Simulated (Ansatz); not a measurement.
BN (slab)

The calculation's input:

```
crystal:
  lattice:
    - [7.5193143265, 0.0, 0.0]
    - [-3.7596571633, 6.5119172258, 0.0]
    - [0.0, 0.0, 22.8745245264]
  atoms:
    - { symbol: B, position: [0.2222222222, 0.1111111111, 0.3497340454] }
    - { symbol: B, position: [0.2222222222, 0.4444444444, 0.3497340454] }
    - { symbol: B, position: [0.2222222222, 0.7777777778, 0.3497340454] }
    - { symbol: B, position: [0.5555555556, 0.1111111111, 0.3497340454] }
    - { symbol: B, position: [0.5555555556, 0.4444444444, 0.3497340454] }
    - { symbol: B, position: [0.5555555556, 0.7777777778, 0.3497340454] }
    - { symbol: B, position: [0.8888888889, 0.1111111111, 0.3497340454] }
    - { symbol: B, position: [0.8888888889, 0.4444444444, 0.3497340454] }
    - { symbol: B, position: [0.8888888889, 0.7777777778, 0.3497340454] }
    - { symbol: "N", position: [0.1111111111, 0.2222222222, 0.3497340454] }
    - { symbol: "N", position: [0.1111111111, 0.5555555556, 0.3497340454] }
    - { symbol: "N", position: [0.1111111111, 0.8888888889, 0.3497340454] }
    - { symbol: "N", position: [0.4444444444, 0.2222222222, 0.3497340454] }
    - { symbol: "N", position: [0.4444444444, 0.5555555556, 0.3497340454] }
    - { symbol: "N", position: [0.4444444444, 0.8888888889, 0.3497340454] }
    - { symbol: "N", position: [0.7777777778, 0.2222222222, 0.3497340454] }
    - { symbol: "N", position: [0.7777777778, 0.5555555556, 0.3497340454] }
    - { symbol: "N", position: [0.7777777778, 0.8888888889, 0.3497340454] }
    - { symbol: B, position: [0.1118288122, 0.2247618413, 0.4963958099] }
    - { symbol: B, position: [0.1120856036, 0.557542418, 0.4962065801] }
    - { symbol: B, position: [0.1118522626, 0.8904624108, 0.4965660854] }
    - { symbol: B, position: [0.4462435196, 0.2248348039, 0.4963774287] }
    - { symbol: B, position: [0.4454989356, 0.5576514451, 0.4961642609] }
    - { symbol: B, position: [0.4455976911, 0.8910008809, 0.4963259021] }
    - { symbol: B, position: [0.7788949733, 0.2244562006, 0.4961677357] }
    - { symbol: B, position: [0.7787666902, 0.5575700963, 0.4961065272] }
    - { symbol: B, position: [0.7787329033, 0.8910113806, 0.4962799787] }
    - { symbol: "N", position: [0.2232940141, 0.1132810035, 0.4976942777] }
    - { symbol: "N", position: [0.2232581159, 0.4465887919, 0.4959551682] }
    - { symbol: "N", position: [0.2232665642, 0.7799107256, 0.496455501] }
    - { symbol: "N", position: [0.5566320036, 0.1132553428, 0.4962325019] }
    - { symbol: "N", position: [0.5566684965, 0.4466249463, 0.495786091] }
    - { symbol: "N", position: [0.5565974653, 0.7798940117, 0.4962751394] }
    - { symbol: "N", position: [0.8899113888, 0.113249284, 0.4961466874] }
    - { symbol: "N", position: [0.889949521, 0.4465873025, 0.4961681738] }
    - { symbol: "N", position: [0.889943383, 0.7799110902, 0.4963321504] }
basis:
  ecutwfc: 420
kpoints:
  mp_grid: { grid: [3, 3, 1] }
hamiltonian:
  xc: pbe
  dispersion: d3bj
scf:
  occupations: { method: gaussian, width: 0.05 }
output:
  forces: true
  eigenvalues: true
  write_density: true
  volumetric_format: npy
efield:
  axis: 3
  dipole_correction: true
  ramp_width: 0.04
```

Run with:

```sh
ansatz run input.yaml --threads 4 --pin off --max-ram 10240MiB --backend cpu --events-out ev --progress --plain --runs-dir out
```

Computed with DFT PBE+D3(BJ), scalar-relativistic, plane waves, PAW in Ansatz.

Question: What can the converged valence pseudo-density tell about the bonding?

Answer: B–N (1.45 Å): ρ at the midpoint is about 1.8 e/Å³.

Question: Metal or insulator at this level of theory?

Answer: It is gapped, with a Kohn–Sham gap of 4.6 eV on the k-point mesh (the band edges may lie off the mesh, which would make the gap smaller).

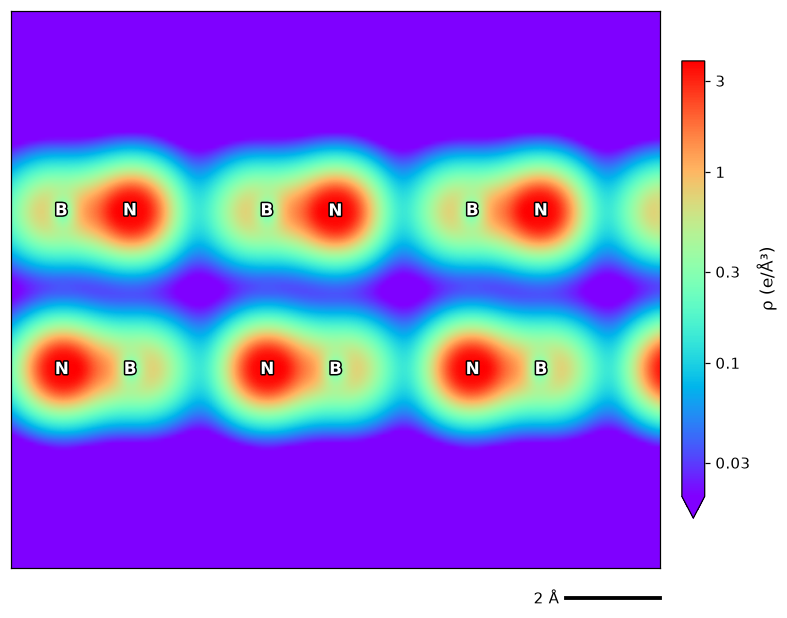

Computed valence pseudo-density on the (110) plane of the calculation cell, a cut from vacuum to vacuum. 

Core electrons are frozen (PAW), and the valence fields are smoothed inside the atomic spheres.
